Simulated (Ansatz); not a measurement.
**BN: single-point calculation**

System: BN (F-43m, 2 atoms in the cell).
Method: DFT PBE, scalar-relativistic, plane waves, PAW, no spin polarisation (Ansatz 0.2.0).

The structure derives from a Materials Project entry. Figures and captions count atoms from 1; the log counts them from 0 in places.

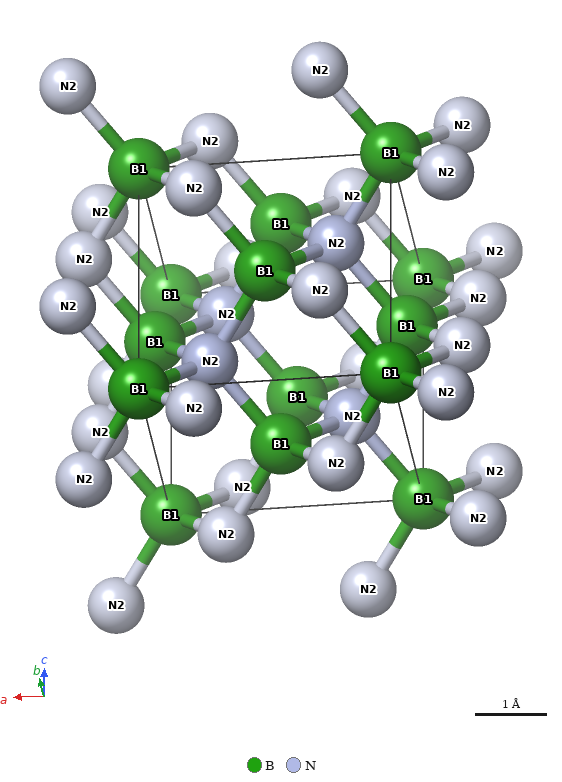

**Figure 1.** The structure (ball-and-stick view of the cell 4 times as large as that of the calculation, set on its symmetry axes, seen at an oblique angle; neighbours outside the cell are drawn fainter; atoms are numbered from 1 in the order of the input). Near neighbours in the crystal (not all of them lie inside the picture): B has 4 N at 1.57 Å; N has 4 B at 1.57 Å.

Input file
```yaml
crystal:
  lattice:
    - [0.0, 1.813001, 1.813001]
    - [1.813001, 0.0, 1.813001]
    - [1.813001, 1.813001, 0.0]
  atoms:
    - { symbol: B, position: [0.0, 0.0, 0.0] }
    - { symbol: "N", position: [0.75, 0.75, 0.75] }
basis:
  ecutwfc: 420
  fft_grid_basis: typed
kpoints:
  mp_grid: { grid: [14, 14, 14] }
hamiltonian:
  xc: pbe
scf:
  occupations: { method: gaussian, width: 0.05 }
output:
  forces: true
  stress: true
  eigenvalues: true
  bader: true
  write_density: true
  volumetric_format: npy
  elf: true
```

Run on 2 threads of Intel Xeon (Granite Rapids), 192 GiB of memory available, shared host.

Command:
```bash
ansatz run input.yaml --threads 2 --pin off --max-ram 5120MiB --backend cpu --events-out ev --progress --plain --runs-dir out
```

What the program printed
```
Engine: ansatz 0.2.0, x86_64-unknown-linux-gnu
Pseudopotentials: kind: paw
Pseudopotential: B, paw, valence charge 3, recommended cutoff 420 eV (normal), B.paw.azcp
Pseudopotential: N, paw, valence charge 5, recommended cutoff 420 eV (normal), N.paw.azcp
Functional definition: PBE
  parameter kappa = 0.804
  parameter beta = 0.06672455060314922
  exchange = pbe_x(kappa = kappa, mu = beta*pi^2/3)
  correlation = pbe_c(beta = beta)
Crystal: 2 atoms, lattice volume = 11.919 Å³
Basis set: ecut = 420 eV, 259 PW (Γ), exchange–correlation on 36×36×36 points (8 copies of the dense FFT grid, shifted against one another)
Bands: 8, of which v1, the nominal top of the filled ones, is band 4 counted from 1 (3 counted from 0)
Symmetry: 24 space group operations
Space group: F-43m (ITA 216), of the structure as read, at distance tolerance 2.3e-5 Å
k-points: 104 of 2744 (time reversal used)
Non-local potential: B, projectors of the file, l = 0: 2, l = 1: 2, l = 2: 1
Non-local potential: N, projectors of the file, l = 0: 2, l = 1: 2, l = 2: 1
PAW form: soft (Blöchl's): semilocal exchange-correlation on the pseudo side does not see the compensation charge
PAW one-centre angular grid: B, 110 points (default); XC on 64 Gauss nodes
PAW one-centre angular grid: N, 110 points (default); XC on 64 Gauss nodes
Initial density: superposition of atomic densities (neutral atoms: chi_scale 0, normalization atom), corrected by the library's trained network
Initial wavefunctions: pseudopotential atomic-orbital guess
Functional: x = pbe(κ = 0.804, μ = 0.2195149727645171), c = pbe(β = 0.06672455060314922)
SCF iter   1: F=—  HF=-542.275660 eV  |F-HF|=—  |Δ(HF+E_count)|=         —  Δρ=1.60e-3  dr2=1.66e-4  ethr=1.77e-3  ⟨swp⟩=4.3  Hψ=5278  notcnv=0
preconditioner: auto → none  [insulator: Δε(μ)=4.466 eV  Ē_g=19.882 eV  σ=0.050 eV  W_gap=1.00  n_scr=0 (ndim 8)  ℏωp=30.4 eV  f_vac=0.000  D(μ)=0.00/eV (n_scr^D=0)  ε∞_Penn≈3.3]
SCF iter   2: F=—  HF=-542.275791 eV  |F-HF|=—  |Δ(HF+E_count)|=   1.30e-4  Δρ=8.32e-4  dr2=2.34e-5  ethr=2.08e-6  ⟨swp⟩=2.1  Hψ=2067  notcnv=0
SCF iter   3: F=—  HF=-542.275833 eV  |F-HF|=—  |Δ(HF+E_count)|=   4.26e-5  Δρ=3.74e-4  dr2=5.63e-6  ethr=2.92e-7  ⟨swp⟩=2.1  Hψ=1185  notcnv=0
iter 4 did not close the SCF: its close was put off for the readings that it lacked (scf_convergence_deferred on its scf_iter line)
SCF iter   4: F=-542.275848 eV  HF=-542.275848 eV  |F-HF|=1.57e-8  |Δ(HF+E_count)|=   1.43e-5  Δρ=2.38e-5  dr2=2.12e-8  ethr=7.03e-8  ⟨swp⟩=2.3  Hψ=1205  notcnv=0
iter 5 did not close the SCF: its close was put off for the readings that it lacked (scf_convergence_deferred on its scf_iter line)
SCF iter   5: F=-542.275848 eV  HF=-542.275848 eV  |F-HF|=4.55e-9  |Δ(HF+E_count)|=   1.60e-8  Δρ=8.38e-6  dr2=2.14e-9  ethr=2.65e-10  ⟨swp⟩=2.2  Hψ=1079  notcnv=0
SCF iter   6: F=-542.275848 eV  HF=-542.275848 eV  |F-HF|=1.35e-11  |Δ(HF+E_count)|=   5.11e-9  Δρ=3.67e-7  dr2=6.41e-12  ethr=2.68e-11  ⟨swp⟩=1.5  Hψ=2496  notcnv=0
SCF 1 converged in 6 iterations: F = -542.275848 eV  dr2 = 6.41e-12
  greatest PAW one-centre occupation: 0.786 electrons in one spin orbital (limit 2), on the N atom at site 1 (counted from 0), in its partial waves of l = 0
SCF converged after 6 iterations
Free energy (F): -542.275848 eV
Harris-Foulkes:  -542.275848 eV  (|F-HF|=1.35e-11)
Internal energy: -542.275848 eV  (E = F + TS)
E sigma→0 (E₀):  -542.275848 eV
Fermi energy:    13.264310 eV
--- Per-component energies (eV) ---
  E_band       = 25.638928
  E_kinetic    = 185.078170
  E_local      = -176.197215  (includes V_loc(G=0)·N_el)
  E_nonlocal   = 56.507778
  E_hartree    = 49.345115
  E_xc         = -93.314012
  E_vxc        = -116.056248  (∫ρ·V_xc dr)
  E_paw        = -206.398546  (= ΣΔE_a)
  E_vpaw       = -22.383887  (= ΣTr[D̂ρ^β])
  E_aug_tail   = 0.000103  (compensation charges beyond the density's cutoff)
  E_ewald      = -357.297240
  E_smearing   = -0.000000  (= −TS)
  E_closure    = -0.000000  (closes the sum)
  Σ components = -542.275848   (vs F -542.275848, Δ=0.00e0)
--- Forces (eV/Å), atoms counted from 1 ---
  atom   1  B     -0.00000000     0.00000000     0.00000000
  atom   2  N      0.00000000     0.00000000    -0.00000000
  max |Σ_I F_I| component: 5.64e-16 eV/Å
--- Stress (GPa, compression-positive) ---
       -0.401216       0.000000      -0.000000
        0.000000      -0.401216       0.000000
        0.000000       0.000000      -0.401216
  P = ⅓ Tr σ = -0.4012 GPa (-4.012 kbar)
--- Band table (eV; the first three rows and the last of 104) ---
  k-point 0: bands = ["-9.0951", "11.0335", "11.0335", "11.0335", "19.8206", "19.8206", "19.8206", "21.2078"]
  k-point 1: bands = ["-8.9716", "10.3537", "10.9007", "10.9007", "19.9711", "20.0230", "20.0230", "21.6366"]
  k-point 2: bands = ["-8.6047", "8.7025", "10.5593", "10.5593", "20.2164", "20.5267", "20.5267", "22.7173"]
  k-point 103: bands = ["-3.2785", "3.2998", "4.3571", "4.6626", "20.1307", "24.4166", "24.6812", "26.5607"]
--- Bader charges: 2 sites ---
  site symbol  charge [e]  shift [e]
     0      B      2.1598     0.0003
     1      N     -2.1598     0.0003
  estimated error of the sums over rays = 4.4e-4 e
```

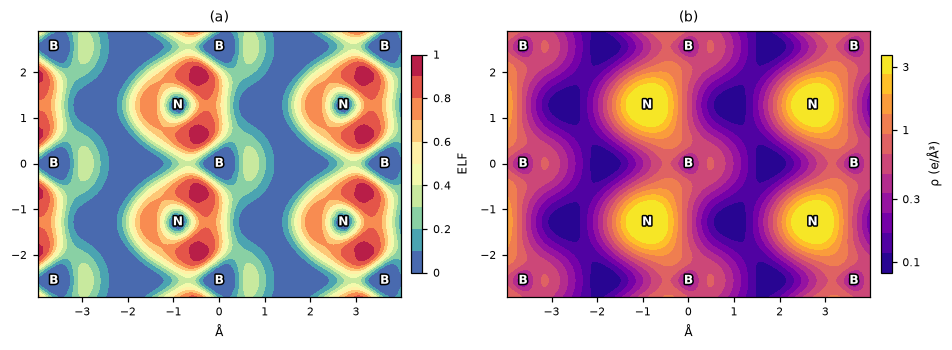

**Figure 2.** (a) electron localisation function; (b) valence electron density on the (011) plane of the conventional cell. The section cuts through B and N sites. B–N (1.57 Å): ρ is about 1.4 e/Å³ halfway; the ELF peaks at about 0.95 between the atoms, which marks a shared but strongly polarised pair. Away from the nuclei the density in this plane falls to 0.08 e/Å³ at its lowest. Core electrons are frozen (PAW), so the fields are smoothed inside the atomic spheres.

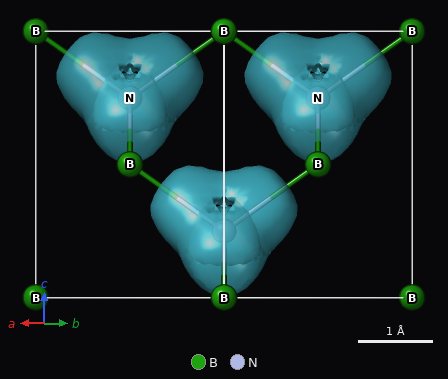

**Figure 3.** Isosurface of the ELF at 0.7 (cyan), seen along [110]. Core shells and regions of very low density are left out. Sticks mark near contacts. The outline is the cell set on symmetry axes. Values along the shortest contacts:

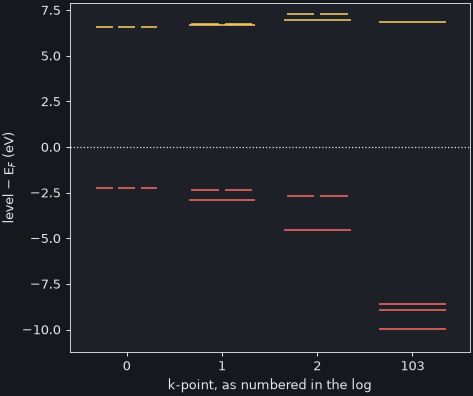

**Figure 4.** Kohn–Sham levels near the Fermi level (dotted) at the few k-points that the log prints; levels within 0.02 eV of each other stand side by side. Among these points the highest filled and lowest empty levels are 8.79 eV apart; the gap on the full mesh, 4.46 eV, has an edge at a point that isn't printed.

Results in brief

```json
{"quantity": "outcome", "value": "converged"}
{"quantity": "space group (tolerance 0.01 Å)", "value": "F-43m (216)"}
{"quantity": "electrons treated", "value": "8"}
{"quantity": "free energy", "value": "−542.2758 eV"}
{"quantity": "Fermi energy", "value": "13.264 eV"}
{"quantity": "gap on the k-point mesh", "value": "4.46 eV"}
{"quantity": "pressure", "value": "−0.40 GPa"}
{"quantity": "largest force (length of the vector)", "value": "under 0.001 eV/Å"}
{"quantity": "wall time", "value": "9 s (CPU time 17 s)"}
{"quantity": "peak memory", "value": "0.32 GiB"}
```
